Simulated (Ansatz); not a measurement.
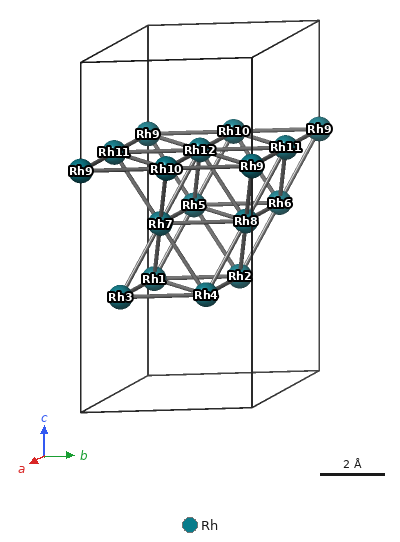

*The structure as given in the input (ball-and-stick view of the cell of the calculation, with the vacuum cut short, seen slightly off an axis; atoms are numbered from 1 in the order of the input).*

Run report: Rh, single-point calculation

The run: single-point calculation of Rh (slab, 12 atoms in the cell). Method and program: DFT PBE, scalar-relativistic, plane waves, PAW, PAW set soft_1, no spin polarisation (Ansatz 0.2.0).

The structure derives from an entry of the Crystallography Open Database. Figures and captions count atoms from 1; the log counts them from 0 in places.

## The program's output
```
Engine: ansatz 0.2.0, x86_64-unknown-linux-gnu
Pseudopotentials: kind: paw
Pseudopotential: Rh, paw, valence charge 17, recommended cutoff 420 eV (normal), [file]
Functional definition: PBE
  parameter kappa = 0.804
  parameter beta = 0.06672455060314922
  exchange = pbe_x(kappa = kappa, mu = beta*pi^2/3)
  correlation = pbe_c(beta = beta)
Crystal: 12 atoms, lattice volume = 503.006 Å³
Basis set: ecut = 420 eV, 9733 PW (Γ), exchange–correlation on 80×80×270 points (8 copies of the dense FFT grid, shifted against one another)
Bands: 123, of which v1, the nominal top of the filled ones, is band 102 counted from 1 (101 counted from 0)
Symmetry: 24 space group operations
Space group: P3m1 (ITA 156), of the structure as read, at distance tolerance 8.0e-5 Å
k-points: 7 of 36 (time reversal used)
Non-local potential: Rh, projectors of the file, l = 0: 3, l = 1: 2, l = 2: 2, l = 3: 1
PAW form: soft (Blöchl's): semilocal exchange-correlation on the pseudo side does not see the compensation charge
PAW one-centre angular grid: Rh, 590 points (default); XC on 64 Gauss nodes
Initial density: superposition of atomic densities (neutral atoms: chi_scale 0, normalization atom)
Initial wavefunctions: pseudopotential atomic-orbital guess
Functional: x = pbe(κ = 0.804, μ = 0.2195149727645171), c = pbe(β = 0.06672455060314922)
SCF iter   1: F=—  HF=-76834.037730 eV  |F-HF|=—  |Δ(HF+E_count)|=         —  Δρ=5.72e-2  dr2=1.81e1  ethr=3.10e-3  p=-0.000 e·Å  D=-1.13e-5 V/Å  ΔV_dip=0.00 eV  dr2_dipole=1.30e-5  V_vac-E_F(+/−)=5.72/5.72 eV  ⟨swp⟩=8.0  Hψ=3682  notcnv=0  defer=4
efield: sawtooth ramp at fractional position 0.7906 (placed from the atoms, in the widest stretch of the axis that holds none; the zero of the levels goes with the place), width 0.0400; the density the first Hamiltonian is built on has a dipole p = -0.000 e·Å; the dipole correction subtracts the counter field D = -1.13e-5 V/Å, which shifts the + side's vacuum level by +0.00 eV against the − side's; the planar-averaged density in the ramp window peaks in size at 1.9e-5 e/Å³
preconditioner: auto → LDOS  [metal: Δε(μ)=0.079 eV  Ē_g=5.404 eV  σ=0.100 eV  W_gap=0.42  n_scr=110 (ndim 8)  ℏωp=17.2 eV  f_vac=0.595  D(μ)=18.22/eV (n_scr^D=136)  β→1.0]
SCF iter   2: F=—  HF=-76837.438154 eV  |F-HF|=—  |Δ(HF+E_count)|=    3.40e0  Δρ=7.02e-2  dr2=3.00e1  ethr=3.10e-3  p=-0.001 e·Å  D=-3.99e-4 V/Å  ΔV_dip=0.01 eV  dr2_dipole=1.59e-3  V_vac-E_F(+/−)=5.18/5.17 eV  ⟨swp⟩=3.4  Hψ=2253  notcnv=0  defer=65
SCF iter   3: F=—  HF=-76829.056686 eV  |F-HF|=—  |Δ(HF+E_count)|=    8.38e0  Δρ=1.29e-2  dr2=8.57e-1  ethr=3.10e-3  p=-0.000 e·Å  D=-1.20e-4 V/Å  ΔV_dip=0.00 eV  dr2_dipole=6.81e-5  V_vac-E_F(+/−)=5.31/5.31 eV  ⟨swp⟩=2.9  Hψ=1879  notcnv=0  defer=55
SCF iter   4: F=—  HF=-76828.819635 eV  |F-HF|=—  |Δ(HF+E_count)|=   2.37e-1  Δρ=2.58e-3  dr2=3.58e-2  ethr=4.20e-4  p=-0.001 e·Å  D=-2.71e-4 V/Å  ΔV_dip=0.01 eV  dr2_dipole=2.79e-5  V_vac-E_F(+/−)=5.19/5.18 eV  ⟨swp⟩=3.3  Hψ=2161  notcnv=0  defer=61
SCF iter   5: F=—  HF=-76828.816108 eV  |F-HF|=—  |Δ(HF+E_count)|=   3.53e-3  Δρ=7.27e-4  dr2=4.48e-3  ethr=1.76e-5  p=-0.000 e·Å  D=-2.36e-5 V/Å  ΔV_dip=0.00 eV  dr2_dipole=8.60e-5  V_vac-E_F(+/−)=5.16/5.16 eV  ⟨swp⟩=2.0  Hψ=1160  notcnv=0  defer=61
SCF iter   6: F=—  HF=-76828.816730 eV  |F-HF|=—  |Δ(HF+E_count)|=   6.22e-4  Δρ=3.22e-4  dr2=1.28e-3  ethr=2.20e-6  p=-0.000 e·Å  D=-1.41e-4 V/Å  ΔV_dip=0.00 eV  dr2_dipole=1.21e-5  V_vac-E_F(+/−)=5.12/5.12 eV  ⟨swp⟩=3.4  Hψ=1729  notcnv=0  defer=61
SCF iter   7: F=—  HF=-76828.816816 eV  |F-HF|=—  |Δ(HF+E_count)|=   8.63e-5  Δρ=2.72e-4  dr2=6.38e-4  ethr=6.29e-7  p=0.000 e·Å  D=3.57e-5 V/Å  ΔV_dip=-0.00 eV  dr2_dipole=2.17e-5  V_vac-E_F(+/−)=5.10/5.10 eV  ⟨swp⟩=2.1  Hψ=1208  notcnv=0  defer=61
SCF iter   8: F=—  HF=-76828.816724 eV  |F-HF|=—  |Δ(HF+E_count)|=   9.15e-5  Δρ=6.32e-5  dr2=2.13e-5  ethr=3.13e-7  p=-0.000 e·Å  D=-1.45e-5 V/Å  ΔV_dip=0.00 eV  dr2_dipole=1.94e-8  V_vac-E_F(+/−)=5.10/5.10 eV  ⟨swp⟩=2.1  Hψ=1159  notcnv=0  defer=61
SCF iter   9: F=—  HF=-76828.817338 eV  |F-HF|=—  |Δ(HF+E_count)|=   6.14e-4  Δρ=1.48e-5  dr2=2.08e-6  ethr=1.05e-8  p=-0.000 e·Å  D=-1.03e-5 V/Å  ΔV_dip=0.00 eV  dr2_dipole=2.92e-8  V_vac-E_F(+/−)=5.09/5.09 eV  ⟨swp⟩=3.0  Hψ=1901  notcnv=0  defer=61
SCF iter  10: F=—  HF=-76828.817339 eV  |F-HF|=—  |Δ(HF+E_count)|=   8.54e-7  Δρ=4.63e-6  dr2=1.57e-7  ethr=1.02e-9  p=-0.000 e·Å  D=-8.90e-6 V/Å  ΔV_dip=0.00 eV  dr2_dipole=1.00e-9  V_vac-E_F(+/−)=5.09/5.09 eV  ⟨swp⟩=2.1  Hψ=1151  notcnv=0  defer=61
SCF iter  11: F=-76828.817339 eV  HF=-76828.817339 eV  |F-HF|=8.79e-9  |Δ(HF+E_count)|=   1.15e-7  Δρ=2.13e-6  dr2=4.24e-8  ethr=4.90e-11  p=-0.000 e·Å  D=-8.90e-6 V/Å  ΔV_dip=0.00 eV  dr2_dipole=3.80e-9  V_vac-E_F(+/−)=5.09/5.09 eV  ⟨swp⟩=13.3  Hψ=3939  notcnv=0
SCF 1 converged in 11 iterations: F = -76828.817339 eV  dr2 = 4.24e-8
  greatest PAW one-centre occupation: 1.000 electrons in one spin orbital (limit 2), on the Rh atom at site 7 (counted from 0), in its partial waves of l = 0
```

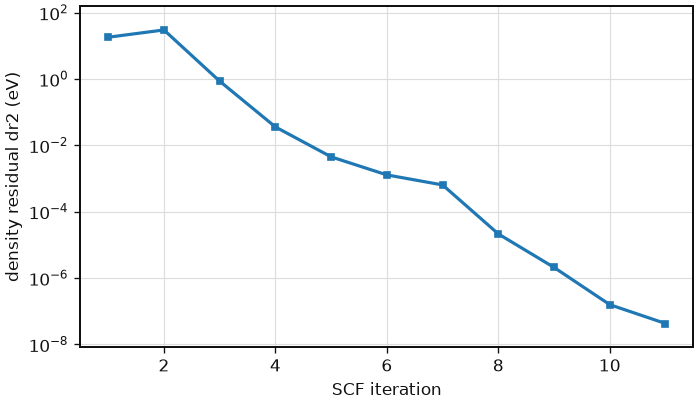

*Convergence of the self-consistent field: density residual dr2 against the SCF iteration.*

The residual falls almost steadily, with no more than small rises.

```
SCF converged after 11 iterations
Free energy (F): -76828.817339 eV
Harris-Foulkes:  -76828.817339 eV  (|F-HF|=8.79e-9)
Internal energy: -76828.712196 eV  (E = F + TS)
E sigma→0 (E₀):  -76828.764767 eV
Entropy (-TS):   -0.105143 eV (-8.762 meV/atom)
Fermi energy:    3.959243 eV
Dipole field:    D = -0.000061 V/Å  (p = -0.000170 e·Å, saw-weighted, corrected)
Work function:   Φ+ = 5.0919 eV   Φ− = 5.0907 eV
Levels:          The Fermi level and band energies are counted from a zero that moves with the ramp; work functions are not
--- Per-component energies (eV) ---
  E_band       = -4720.245156
  E_kinetic    = 6431.019566
  E_local      = -248241.587583  (includes V_loc(G=0)·N_el)
  E_nonlocal   = 3588.240793
  E_hartree    = 119997.041921
  E_xc         = -2409.460312
  E_vxc        = -3021.935669  (∫ρ·V_xc dr)
  E_paw        = -43242.094104  (= ΣΔE_a)
  E_vpaw       = -3470.034293  (= ΣTr[D̂ρ^β])
  E_aug_tail   = 0.000999  (compensation charges beyond the density's cutoff)
  E_efield     = 0.000000  (sawtooth field / dipole correction)
  E_vefield    = 0.000002  (∫n·V_field dr)
  E_ewald      = 87048.126526
  E_smearing   = -0.105143  (= −TS)
  E_closure    = 0.000000  (closes the sum)
  Σ components = -76828.817339   (vs F -76828.817339, Δ=0.00e0)
--- Forces (eV/Å), atoms counted from 1 ---
  atom   1  Rh     0.00000000    -0.00000000    -0.00870621
  atom   2  Rh    -0.00000000    -0.00000000    -0.00870621
  atom   3  Rh    -0.00000000    -0.00000000    -0.00870621
  atom   4  Rh    -0.00000000    -0.00000000    -0.00870621
  atom   5  Rh    -0.00000000     0.00000000    -0.00870998
  atom   6  Rh    -0.00000000     0.00000000    -0.00870998
  atom   7  Rh    -0.00000000     0.00000000    -0.00870998
  atom   8  Rh    -0.00000000     0.00000000    -0.00870998
  atom   9  Rh    -0.00000000     0.00000000     0.01744309
  atom  10  Rh    -0.00000000     0.00000000     0.01744309
  atom  11  Rh     0.00000000    -0.00000000     0.01744309
  atom  12  Rh     0.00000000     0.00000000     0.01744309
  max |Σ_I F_I| component: 1.08e-4 eV/Å
--- Band table (eV; the first three rows and the last of 7) ---
  k-point 0: bands = ["-74.9893", "-74.9173", "-74.9173", "-74.9173", "-74.4576", "-74.4532", "-74.3893", "-74.3893", "-74.3893", "-74.3878", "-74.3878", "-74.3878", "-43.1098", "-43.1098", "-43.1098", "-43.0143", "-42.9241", "-42.9241", "-42.9241", "-42.6947", "-42.6947", "-42.6947", "-42.6043", "-42.6043", "-42.6043", "-42.5630", "-42.5630", "-42.5203", "-42.5203", "-42.5203", "-42.2807", "-42.2117", "-42.2117", "-42.2117", "-42.2093", "-42.2093", "-42.2093", "-42.2010", "-42.2010", "-42.2010", "-42.1660", "-42.1652", "-42.1652", "-42.1652", "-42.0862", "-42.0862", "-42.0819", "-42.0819", "-3.1624", "-1.8699", "-1.8699", "-1.8699", "-1.8075", "-1.6092", "-1.5626", "-1.5626", "-1.5626", "-1.3004", "-1.3004", "-1.3004", "-0.8540", "-0.8540", "-0.8540", "0.2685", "0.2685", "0.2685", "0.8494", "0.8494", "0.8494", "0.9320", "0.9320", "1.0736", "1.2572", "1.2572", "1.2572", "1.2944", "1.2944", "1.4658", "1.6452", "1.6452", "2.1829", "2.1829", "2.1829", "2.9458", "2.9458", "2.9458", "2.9993", "2.9993", "3.1743", "3.1743", "3.1743", "3.5896", "3.5896", "3.6891", "4.2214", "4.2214", "4.2214", "4.2305", "4.2305", "4.2305", "4.3798", "4.3798", "4.4881", "4.4881", "4.4881", "4.9160", "4.9160", "4.9160", "4.9831", "4.9831", "4.9831", "5.1228", "5.9568", "5.9568", "5.9568", "7.8521", "7.8522", "7.8522", "7.9963", "7.9963", "7.9963", "8.7618", "9.1913"]
  k-point 1: bands = ["-74.9845", "-74.9221", "-74.9173", "-74.9173", "-74.4531", "-74.4488", "-74.3939", "-74.3923", "-74.3893", "-74.3893", "-74.3878", "-74.3878", "-43.0902", "-43.0902", "-43.0752", "-43.0057", "-42.9239", "-42.9191", "-42.9191", "-42.7178", "-42.7178", "-42.6860", "-42.6040", "-42.5840", "-42.5840", "-42.5719", "-42.5702", "-42.5088", "-42.5088", "-42.5000", "-42.2704", "-42.2301", "-42.2301", "-42.2232", "-42.2232", "-42.2077", "-42.2034", "-42.2034", "-42.2033", "-42.1931", "-42.1713", "-42.1685", "-42.1666", "-42.1666", "-42.1181", "-42.1150", "-42.0947", "-42.0900", "-2.9275", "-1.7697", "-1.6827", "-1.6827", "-1.6118", "-1.4539", "-1.4285", "-1.4285", "-1.3797", "-1.2271", "-1.1729", "-1.1729", "-0.7460", "-0.6429", "-0.6429", "0.2639", "0.2639", "0.3492", "0.7157", "0.9202", "0.9329", "0.9329", "0.9673", "1.0618", "1.0962", "1.1421", "1.1421", "1.3102", "1.4079", "1.5921", "1.6278", "1.8204", "1.9923", "2.0380", "2.0380", "2.7332", "2.7332", "2.7500", "2.9260", "2.9450", "2.9646", "3.0411", "3.0411", "3.0836", "3.6048", "3.6144", "3.8298", "3.8298", "3.9513", "4.0361", "4.0361", "4.0836", "4.2092", "4.2092", "4.3370", "4.3905", "4.4088", "4.4088", "4.5561", "4.6689", "4.7136", "4.7136", "4.7537", "4.9578", "6.1295", "6.1405", "6.5547", "6.5547", "7.6177", "7.6177", "8.5459", "8.9513", "8.9666", "8.9666", "9.4166"]
  k-point 2: bands = ["-74.9714", "-74.9354", "-74.9173", "-74.9173", "-74.4406", "-74.4370", "-74.4063", "-74.4044", "-74.3893", "-74.3893", "-74.3878", "-74.3878", "-43.0420", "-43.0420", "-42.9826", "-42.9800", "-42.9313", "-42.9093", "-42.9093", "-42.7717", "-42.7717", "-42.7097", "-42.6621", "-42.5962", "-42.5371", "-42.5371", "-42.4771", "-42.4771", "-42.4766", "-42.4349", "-42.2742", "-42.2742", "-42.2715", "-42.2715", "-42.2502", "-42.2221", "-42.2121", "-42.2089", "-42.1935", "-42.1935", "-42.1805", "-42.1732", "-42.1722", "-42.1722", "-42.1715", "-42.1580", "-42.1178", "-42.1119", "-2.3071", "-1.5540", "-1.2508", "-1.2508", "-1.2065", "-1.1638", "-1.0262", "-1.0262", "-0.9931", "-0.8563", "-0.8563", "-0.8215", "-0.4516", "-0.1370", "-0.1370", "0.2416", "0.2431", "0.2431", "0.5179", "0.5196", "0.8075", "0.8075", "1.0096", "1.0172", "1.2090", "1.2090", "1.4490", "1.4839", "1.4961", "1.5952", "1.5952", "1.5990", "1.6483", "1.6966", "2.2552", "2.3185", "2.3185", "2.3213", "2.4368", "2.6156", "2.6156", "2.6362", "2.7382", "2.7382", "2.8334", "2.8887", "2.9350", "3.4257", "3.4257", "3.4989", "3.5597", "3.5983", "3.6010", "3.7466", "3.7466", "3.8967", "4.0251", "4.2608", "4.2608", "4.4192", "4.5135", "4.6486", "4.6486", "4.6821", "5.5300", "7.0270", "7.0270", "7.5238", "7.6318", "7.9068", "7.9068", "9.5125", "9.8120", "9.8120", "10.0905"]
  k-point 6: bands = ["-74.9444", "-74.9444", "-74.9444", "-74.9082", "-74.4149", "-74.4149", "-74.4149", "-74.4126", "-74.4126", "-74.4126", "-74.3809", "-74.3795", "-42.9501", "-42.9500", "-42.9397", "-42.9397", "-42.9397", "-42.8883", "-42.8870", "-42.8870", "-42.8870", "-42.6767", "-42.6767", "-42.6767", "-42.4510", "-42.4423", "-42.4412", "-42.3881", "-42.3881", "-42.3881", "-42.3852", "-42.3591", "-42.3591", "-42.3591", "-42.2143", "-42.2143", "-42.2143", "-42.1945", "-42.1945", "-42.1945", "-42.1849", "-42.1849", "-42.1849", "-42.1804", "-42.1788", "-42.1642", "-42.1642", "-42.1642", "-1.1726", "-1.1726", "-1.1726", "-0.6689", "-0.6664", "-0.6279", "-0.6279", "-0.6279", "-0.5039", "-0.4078", "-0.4078", "-0.4078", "-0.3641", "-0.3641", "-0.3641", "0.0958", "0.0970", "0.6434", "0.6434", "0.6434", "0.7291", "0.7291", "0.7291", "0.8698", "0.8698", "0.8698", "1.0868", "1.0868", "1.0868", "1.1696", "1.5677", "1.5710", "1.5722", "1.5828", "1.8486", "1.8486", "1.8486", "1.8726", "1.8726", "1.8726", "2.4459", "2.4459", "2.4459", "2.9129", "2.9143", "2.9491", "2.9491", "2.9491", "3.1970", "3.1970", "3.1970", "3.8546", "3.8546", "3.8546", "3.9557", "3.9558", "4.1382", "4.1382", "4.1382", "4.2441", "4.2532", "4.2532", "4.2532", "4.6691", "4.6691", "4.6691", "7.2133", "7.2133", "7.2133", "9.6462", "9.6462", "9.6462", "10.9758", "10.9758", "10.9758"]
```

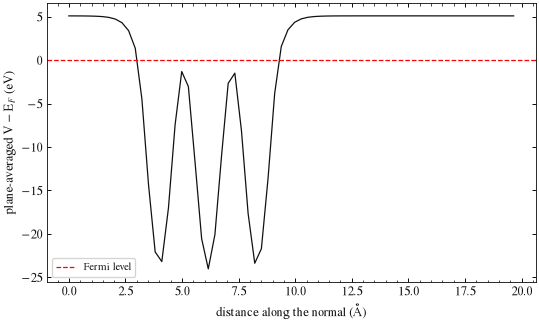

*Plane average of the electrostatic potential energy of an electron across the cell, from the Fermi level.*

The vacuum level lies 5.09 eV above the Fermi level.

This output came from the following input.

## Input file
```yaml
crystal:
  lattice:
    - [5.4165863246, 0.0, 0.0]
    - [-2.7082931623, 4.6909013589, 0.0]
    - [0.0, 0.0, 19.7966118519]
  atoms:
    - { symbol: Rh, position: [0.3333333333, 0.1666666667, 0.2020547773] }
    - { symbol: Rh, position: [0.3333333333, 0.6666666667, 0.2020547773] }
    - { symbol: Rh, position: [0.8333333333, 0.1666666667, 0.2020547773] }
    - { symbol: Rh, position: [0.8333333333, 0.6666666667, 0.2020547773] }
    - { symbol: Rh, position: [0.1666666667, 0.3333333333, 0.3106031923] }
    - { symbol: Rh, position: [0.1666666667, 0.8333333333, 0.3106031923] }
    - { symbol: Rh, position: [0.6666666667, 0.3333333333, 0.3106031923] }
    - { symbol: Rh, position: [0.6666666667, 0.8333333333, 0.3106031923] }
    - { symbol: Rh, position: [0.0, 0.0, 0.4190925151] }
    - { symbol: Rh, position: [0.0, 0.5, 0.4190925151] }
    - { symbol: Rh, position: [0.5, 0.0, 0.4190925151] }
    - { symbol: Rh, position: [0.5, 0.5, 0.4190925151] }
basis:
  ecutwfc: 420
kpoints:
  mp_grid: { grid: [6, 6, 1] }
hamiltonian:
  xc: pbe
  pseudopotentials: { kind: paw, azcp: { folder: soft_1 } }
scf:
  occupations: { method: gaussian, width: 0.1 }
output:
  forces: true
  eigenvalues: true
efield:
  axis: 3
  dipole_correction: true
  ramp_width: 0.04
```

Launch command:
```bash
ansatz run input.yaml --threads 4 --pin off --max-ram 12288MiB --backend cpu --events-out ev --progress --plain --runs-dir out
```

## Summary

| quantity | value |
| --- | --- |
| outcome | converged |
| electrons treated | 204 |
| free energy | −76828.8173 eV |
| work function, top face | 5.09 eV |
| work function, bottom face | 5.09 eV |
| Fermi energy | 3.959 eV |
| gap on the k-point mesh | none (metallic) |
| work function (upper face) | 5.09 eV |
| largest force (length of the vector) | 0.017 eV/Å |
| hardware | 4 threads of Intel Xeon (Granite Rapids), 32 GiB of memory available, shared host |
| wall time | 5.3 s (CPU time 20 s) |
| peak memory | 1.4 GiB |
